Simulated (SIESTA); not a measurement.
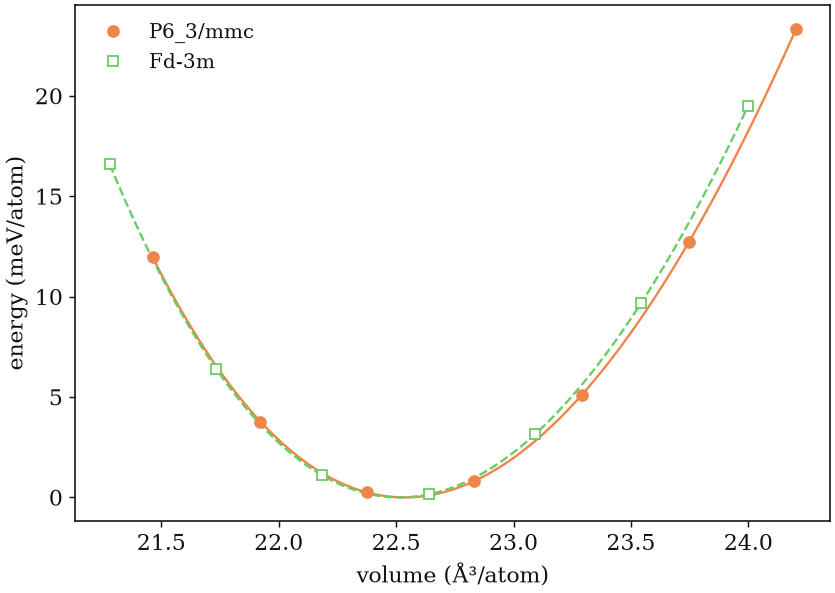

Computed with SIESTA 5.4.2: DFT in numerical atomic orbitals with pseudopotentials, no spin polarisation; energies at scaled volumes of the given cell, shape and fractions fixed, counted from the fit's minimum, third-order Birch-Murnaghan fit. Level: LDA.

- occupations: Fermi–Dirac
- smearing width: 0.05 eV
- potentials: PseudoDojo 0.4 standard, converted to PSML, two zetas on semicore shells

Caption: Energy against volume, with one curve for each structure, for Ge. Each energy curve has its own zero, so the curves don't rank the structures.

Settings that differ: P6_3/mmc: k mesh 8×8×4; Fd-3m: k mesh 8×8×8.

The fitted equilibrium volumes, smallest first, are Fd-3m 22.515, P6_3/mmc 22.537 Å³/atom. The fitted bulk moduli, smallest first, are P6_3/mmc 68.8, Fd-3m 71.3 GPa.

Keep in mind: mulliken charges of long orbitals; shape and atomic fractions are frozen while scaling, which makes layered, chain and framework solids too stiff.
